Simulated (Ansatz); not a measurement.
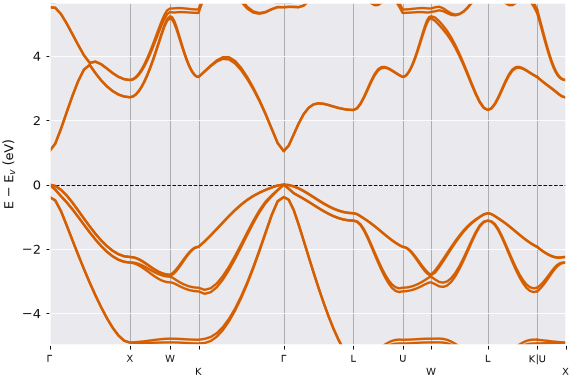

Band structure. Energies are counted from the top of the valence band.

> Which Bravais lattice do the labels of the path belong to?

A face-centred cubic lattice: the path Γ–X–W–K–Γ–L–U–W–L–K|U–X runs through the special points of its Brillouin zone.

System: zincblende ZnSe, space group F-43m, 2 atoms in the primitive cell; cubic a = 5.668 Å.

Computed with Ansatz: PBEsol, Ansatz PAW, spin-orbit coupling, no magnetisation, 6×6×6 k mesh, 420 eV cutoff.

> Is there a gap? Give its size, its kind and where the band edges lie.

A semiconductor. The gap along this path is 1.04 eV and direct: both edges lie at Γ.

The PAW data sets were made with another functional. LDA, GGA and most meta-GGA functionals understate gaps.
